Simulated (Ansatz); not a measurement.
# Field-gradient calculation, with input and output: NbH

NbH (C2/m, 4 atoms in the cell), computed with DFT, r2SCAN, all-electron PAW with datasets made for the crystal, scalar-relativistic, no spin polarisation (Ansatz 0.2.0).

The structure derives from a Materials Project entry. It belongs to a series of runs on one base structure; here: shortest bond scaled by 0.62, crystal datasets. Figures and captions count atoms from 1; the log counts them from 0 in places.

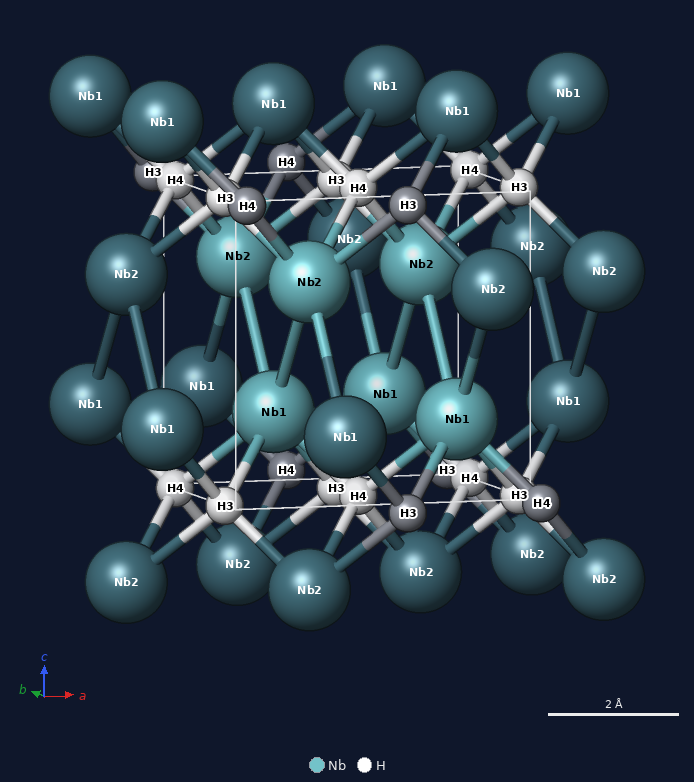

The input geometry (ball-and-stick view of the cell 2 times as large as that of the calculation, set on its symmetry axes, seen slightly off an axis; neighbours outside the cell are drawn fainter; atoms are numbered from 1 in the order of the input).

Key numbers

- outcome: converged
- space group (tolerance 0.01 Å): C2/m (12)
- electrons in bands (core shells apart): 28
- free energy: −207954.9815 eV
- Fermi energy: 17.959 eV
- pressure: −0.10 GPa
- field gradient V_zz (10²¹ V/m²): Nb −3.41, Nb −3.41, H 1.00, H 1.00
- largest force (length of the vector): 2.390 eV/Å
- hardware: 1 thread of Arm Neoverse V1, 24 GiB of memory available, shared host
- wall time: 54 s
- peak memory: 0.96 GiB

Notes

Warnings of the run: the field gradients leave out spin–orbit coupling.

The input
```yaml
crystal:
  lattice:
    - [1.84536657, -2.39320053, 0.0]
    - [1.84536657, 2.39320053, 0.0]
    - [0.0, 0.0, 4.80422915]
  atoms:
    - { symbol: Nb, position: [0.75, 0.25, 0.26883888] }
    - { symbol: Nb, position: [0.25, 0.75, 0.73116112] }
    - { symbol: H, position: [0.155, 0.155, 0.0] }
    - { symbol: H, position: [0.845, 0.845, 0.0] }
kpoints:
  mp_grid: { grid: [8, 8, 5] }
scf:
  occupations: { method: fermi_dirac, width: 0.05 }
hamiltonian:
  xc: r2scan
  pseudopotentials: { kind: all_electron, datasets: crystal }
output:
  forces: true
  stress: true
  eigenvalues: true
  efg: { contact_densities: true }
```

Command:
```bash
ansatz run input.yaml --threads 1 --pin off --max-ram 3072MiB --backend cpu --events-out ev --progress --plain --runs-dir out
```

What the program printed
```
hamiltonian.pseudopotentials.datasets: crystal makes datasets for this crystal and solves the spheres of its atoms anew in each pass: cutoff 460.0 eV, the density's 3220.0 eV; recipe 26e497cd687d.33.16, for an error of 0.50 meV an atom under PBE, 2.0 meV for the cell; an energy difference from a run of another recipe may be off by several times the error for the cell, under r2SCAN by more, where some 0.1 meV an atom stays at smaller errors; H in spheres of 0.572 Å, 1 of its electrons in bands; Nb in spheres of 1.275 Å, 13 of its electrons in bands
band count auto-derived: 23 (N_el = 28.0; filled up to band 14; 18 by the electrons, moments and atoms)
Nb: output.efg is read without spin–orbit coupling, which moves field gradients at and beside such atoms by some per cent and up to a factor of two; PAW files take it under magnetization.noncollinear and magnetization.spin_orbit
Engine: ansatz 0.2.0, aarch64-unknown-linux-gnu
Pseudopotentials: kind: all_electron
Pseudopotential: Nb, paw, valence charge 13, recommended cutoff 460 eV (normal), crystal/all_electron/r2scan/scalar/gaussian/Nb, Koelling and Harmon's equation, gaussian nucleus
Pseudopotential: H, paw, valence charge 1, recommended cutoff 460 eV (normal), crystal/all_electron/r2scan/scalar/gaussian/H, Koelling and Harmon's equation, gaussian nucleus
Functional definition: r2SCAN
  parameter k0 = 0.174
  parameter k1 = 0.065
  parameter a1 = 4.9479
  exchange = r2scan_x(k0 = k0, k1 = k1, a1 = a1)
  correlation = r2scan_c
Crystal: 4 atoms, lattice volume = 42.434 Å³
Basis set: ecut = 460 eV, 959 PW (Γ), exchange–correlation on 90×90×135 points (27 copies of the dense FFT grid, shifted against one another)
Bands: 23, of which v1, the nominal top of the filled ones, is band 14 counted from 1 (13 counted from 0)
Symmetry: 4 space group operations
Space group: C2/m (ITA 12), of the structure as read, at distance tolerance 3.5e-5 Å
k-points: 93 of 320
Non-local potential: Nb, projectors of the file, l = 0: 2, l = 1: 2, l = 2: 1
Non-local potential: H, projectors of the file, l = 0: 1, l = 1: 1
PAW form: soft (Blöchl's): semilocal exchange-correlation on the pseudo side does not see the compensation charge
PAW one-centre angular grid: Nb, 590 points (default); XC on its mesh's 1863 points in the sphere
PAW one-centre angular grid: H, 302 points (default); XC on its mesh's 1973 points in the sphere
Initial density: superposition of atomic densities (neutral atoms: chi_scale 0, normalization atom)
Initial wavefunctions: pseudopotential atomic-orbital guess
Functional: x = r2scan, c = r2scan; τ floored in thin density (d = 2e-4 eV/Å³)
iter 1 solved again at ethr=2.06e-2 eV; its pass at ethr=1.00e-1 eV (dr2=5.76e0 eV) is discarded
SCF iter   1: F=—  HF=-207956.554032 eV  |F-HF|=—  |Δ(HF+E_count)|=         —  Δρ=1.05e-1  dr2=5.67e0  dr2_τ=1.56e-1  ethr=2.06e-2  ⟨swp⟩=2.0  Hψ=11581  notcnv=0
preconditioner: auto → Kerker (q_TF=auto, 2.546 Å⁻¹)  [metal: Δε(μ)=0.054 eV  Ē_g=9.066 eV  σ=0.050 eV  W_gap=0.25  n_scr=14 (ndim 8)  ℏωp=19.7 eV  f_vac=0.000  D(μ)=1.00/eV (n_scr^D=2)]
SCF iter   2: F=—  HF=-207955.364370 eV  |F-HF|=—  |Δ(HF+E_count)|=    1.19e0  Δρ=6.06e-2  dr2=1.85e0  dr2_τ=1.18e-2  ethr=2.03e-2  ⟨swp⟩=2.0  Hψ=4278  notcnv=0
iter 3 solved again at ethr=2.83e-4 eV; its pass at ethr=6.61e-3 eV (dr2=7.93e-2 eV) is discarded
SCF iter   3: F=—  HF=-207954.914177 eV  |F-HF|=—  |Δ(HF+E_count)|=   4.50e-1  Δρ=1.57e-2  dr2=7.95e-2  dr2_τ=4.20e-3  ethr=2.83e-4  ⟨swp⟩=2.1  Hψ=10385  notcnv=0  defer=6
SCF iter   4: F=—  HF=-207954.971243 eV  |F-HF|=—  |Δ(HF+E_count)|=   5.71e-2  Δρ=5.51e-3  dr2=1.02e-2  dr2_τ=2.63e-5  ethr=2.83e-4  ⟨swp⟩=3.1  Hψ=4546  notcnv=0  defer=6
SCF iter   5: F=—  HF=-207954.981250 eV  |F-HF|=—  |Δ(HF+E_count)|=   1.00e-2  Δρ=1.42e-3  dr2=7.52e-4  dr2_τ=7.01e-5  ethr=3.65e-5  ⟨swp⟩=2.4  Hψ=5517  notcnv=0  defer=5
SCF iter   6: F=—  HF=-207954.981579 eV  |F-HF|=—  |Δ(HF+E_count)|=   3.30e-4  Δρ=3.77e-4  dr2=9.41e-5  dr2_τ=3.91e-7  ethr=2.68e-6  ⟨swp⟩=2.6  Hψ=4938  notcnv=0  defer=1
SCF iter   7: F=—  HF=-207954.981479 eV  |F-HF|=—  |Δ(HF+E_count)|=   1.00e-4  Δρ=5.87e-5  dr2=2.76e-6  dr2_τ=7.94e-8  ethr=3.36e-7  ⟨swp⟩=2.8  Hψ=4955  notcnv=0
SCF iter   8: F=—  HF=-207954.981478 eV  |F-HF|=—  |Δ(HF+E_count)|=   8.81e-7  Δρ=2.83e-5  dr2=4.38e-7  dr2_τ=8.77e-9  ethr=9.84e-9  ⟨swp⟩=3.0  Hψ=3946  notcnv=0
SCF iter   9: F=-207954.981478 eV  HF=-207954.981478 eV  |F-HF|=7.57e-9  |Δ(HF+E_count)|=   6.57e-8  Δρ=9.57e-6  dr2=3.68e-8  dr2_τ=4.05e-10  ethr=1.57e-9  ⟨swp⟩=3.0  Hψ=4056  notcnv=0
SCF 1 converged in 9 iterations: F = -207954.981475 eV  dr2 = 3.68e-8
  Residual-converged pass: ⟨swp⟩=3.1  Hψ=4034  notcnv=0  max |occ|·‖R‖ = 6.7e-6 eV (tolerance 6.7e-6 eV)  dr2=3.65e-8  dr2_τ=4.11e-10  dr2_onsite=6.60e-8  max |Δocc| = 5.2e-10
  greatest PAW one-centre occupation: 0.997 electrons in one spin orbital (limit 2), on the Nb atom at site 1 (counted from 0), in its partial waves of l = 0
SCF converged after 9 iterations
Free energy (F): -207954.981475 eV
Harris-Foulkes:  -207954.981475 eV  (|F-HF|=7.57e-9)
Internal energy: -207954.975250 eV  (E = F + TS)
E sigma→0 (E₀):  -207954.978363 eV
Entropy (-TS):   -0.006226 eV (-1.556 meV/atom)
Past the cutoff: the bands carry plane waves up to 2.50 times it, of which those up to 1.5 times it add -0.000435 eV an atom, each by itself; the spheres take 0.000370 eV an atom off the energy for waves past 2.50 times it
Past the cutoffs: a stress includes 0.0044 GPa for waves and charges beyond them, in addition to the slope of what the spheres take
In the spheres:  the bands' charges fall short by 4.5e-7 e at most (sound up to 1e-3)
Fermi energy:    17.958886 eV
--- Per-component energies (eV) ---
  E_band       = -157.294771
  E_kinetic    = 575.920458
  E_local      = -1050.915772  (includes V_loc(G=0)·N_el)
  E_nonlocal   = 29.759360
  E_hartree    = 511.763374
  E_xc         = -225.061958
  E_vxc        = -331.971453  (∫ρ·V_xc dr)
  E_paw        = -209031.517052  (= ΣΔE_a)
  E_vpaw       = -4290.339318  (= ΣTr[D̂ρ^β])
  E_vtau       = 24.198416  (kinetic-family band-sum trace: ∫τ·v_τ [+ j·A + Jᵃ·Aᵃ] dr)
  E_ewald      = -2627.451431
  E_smearing   = -0.006226  (= −TS)
  E_closure    = 3862.527772  (closes the sum)
  Σ components = -207954.981475   (vs F -207954.981475, Δ=0.00e0)
  The terms above E_closure are by the made datasets' own strengths, without shells solved beside the bands.
--- Forces (eV/Å), atoms counted from 1 ---
  atom   1  Nb     0.00000000     0.93320503     0.44060192
  atom   2  Nb    -0.00000000    -0.93320503    -0.44060192
  atom   3  H      2.39031675     0.00000000     0.00000000
  atom   4  H     -2.39031675     0.00000000    -0.00000000
  max |Σ_I F_I| component: 4.44e-16 eV/Å
--- Stress (GPa, compression-positive) ---
       -3.516427       0.000000       0.000000
        0.000000       2.061403       8.688204
        0.000000       8.688204       1.158777
  P = ⅓ Tr σ = -0.0987 GPa (-0.987 kbar)
--- PAW observables at the nuclei: V_zz in 10²¹ V/m², potentials from the cell's mean, atoms counted from 1 ---
  atom   1  Nb V_zz =    -3.410553   η = 0.2529   by run symmetry: allowed
            electrostatic potential = -6142.293311 V   contact ρ = 540125.089534 e/Å³
  atom   2  Nb V_zz =    -3.410553   η = 0.2529   by run symmetry: allowed
            electrostatic potential = -6142.293311 V   contact ρ = 540125.089534 e/Å³
  atom   3  H  V_zz =    +1.000566   η = 0.5974   by run symmetry: allowed
            electrostatic potential = -50.120198 V   contact ρ = 2.946635 e/Å³
  atom   4  H  V_zz =    +1.000566   η = 0.5974   by run symmetry: allowed
            electrostatic potential = -50.120198 V   contact ρ = 2.946635 e/Å³
--- Band table (eV; the first three rows and the last of 93) ---
  k-point 0: bands = ["-39.0543", "-38.8831", "-14.9205", "-14.2198", "-13.9658", "-13.9595", "-13.8716", "-13.8576", "6.7680", "13.6124", "13.6289", "15.4535", "17.0872", "17.2395", "18.1737", "19.3532", "20.5514", "20.8118", "20.9752", "22.4166"]
  k-point 1: bands = ["-39.0411", "-38.8966", "-14.8353", "-14.1940", "-14.0465", "-13.9568", "-13.8908", "-13.8851", "6.9521", "13.5067", "13.7968", "15.3504", "16.7209", "17.4749", "18.1746", "19.2039", "20.3883", "20.4858", "20.8671", "21.7014"]
  k-point 2: bands = ["-39.0117", "-38.9267", "-14.6148", "-14.2802", "-14.1378", "-13.9440", "-13.9409", "-13.9128", "7.2845", "13.1446", "14.1866", "15.4495", "15.9298", "18.0578", "18.4392", "19.0644", "19.8828", "20.0750", "20.2448", "20.6054"]
  k-point 92: bands = ["-38.8738", "-38.8167", "-14.7440", "-14.6182", "-14.5235", "-14.3653", "-14.3087", "-14.1414", "8.3617", "14.1281", "14.5714", "14.7744", "15.7835", "17.3488", "18.3311", "19.1026", "22.2228", "22.4993", "22.7791", "24.6554"]
```

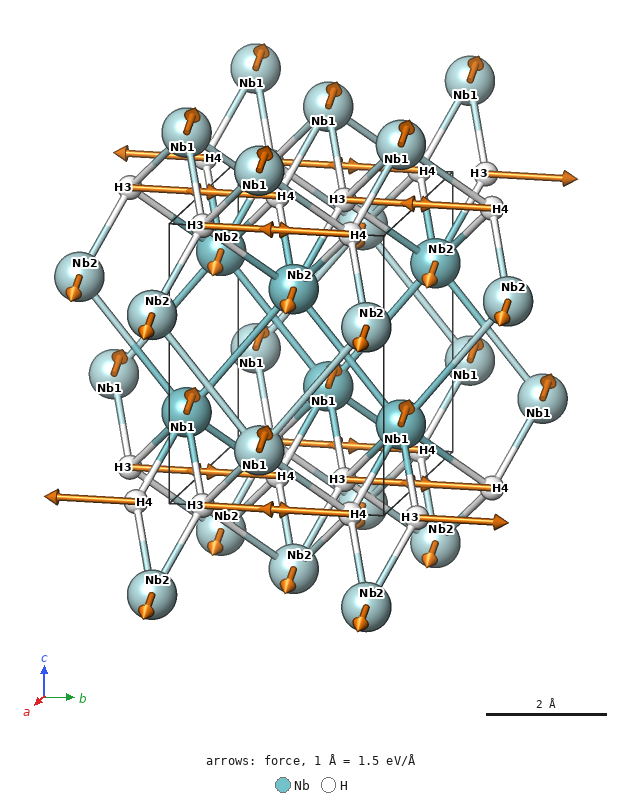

Forces on the atoms as orange arrows (ball-and-stick view of the cell 2 times as large as that of the calculation, set on its symmetry axes, seen slightly off an axis; neighbours outside the cell are drawn fainter; atoms are numbered from 1 in the order of the input). The largest act on H3, H4 (2.39 eV/Å); Nb1, Nb2 (1.03 eV/Å). The geometry is not a stationary point of this energy.
